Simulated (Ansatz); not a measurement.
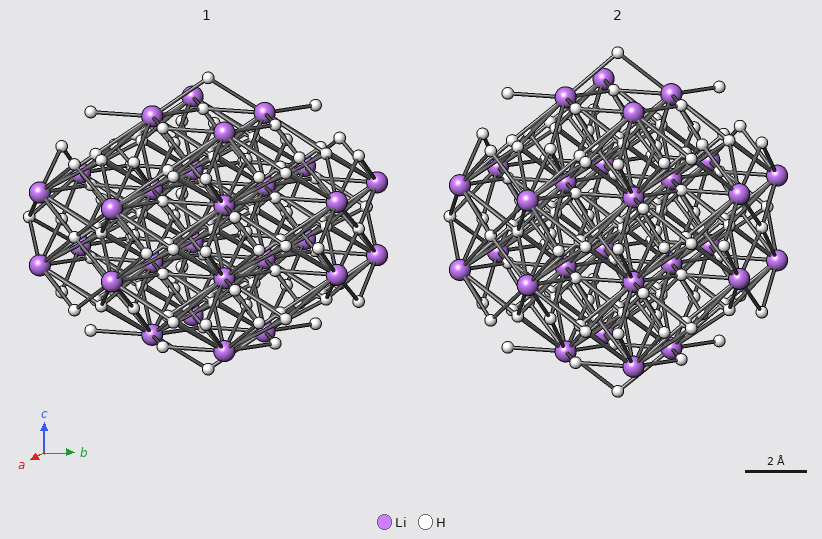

Two geometries of a crystal of LiH5 (a generated structure, set up in P-6m2), drawn at one scale. One is the start of a relaxation, the other its converged end. The picture is a ball-and-stick view of the atoms within 5.8 Å of the atom that moves most (axes of the cell of the calculation), seen slightly off an axis.

Computed with DFT PBE, scalar-relativistic, plane waves, PAW (Ansatz). Set-up: plane-wave cutoff 420 eV; k-point mesh 12 × 12 × 14; occupations gaussian; smearing width 0.1 eV; no spin polarisation; cell and atoms relaxed; force threshold 0.01 eV/Å; at most 80 steps.

**Which of the two is the end point?**

Structure 1 is the relaxed one. The largest moves relative to the cell, 0.081 Å, are those of H atoms. Li stays in place. The drawn cell changes as follows: a = b 3.536 → 3.761 Å (+6.3 %), c 2.844 → 2.446 Å (−14.0 %); the volume changes by −2.7 %. Near-neighbour distances that change, for instance: Li–Li 2.844 → 2.446 Å, H–Li 2.042 → 2.171 Å, H–Li 2.273 → 2.244 Å. The space group stays P-6m2 (No. 187). After 8 accepted moves (10 points after the start) the energy has fallen by 23.1 meV per atom. The largest force component goes from 0.1 to 0.00066 eV/Å. The pressure goes from 0.18 to 0.01 GPa. At 2 points the geometry stayed and the basis and grid were re-selected for the new cell (energy shift of 0.3 meV per atom at most each time). The run took 56 s on 1 thread of Arm Neoverse V2 (shared host), peak memory 0.34 GiB.
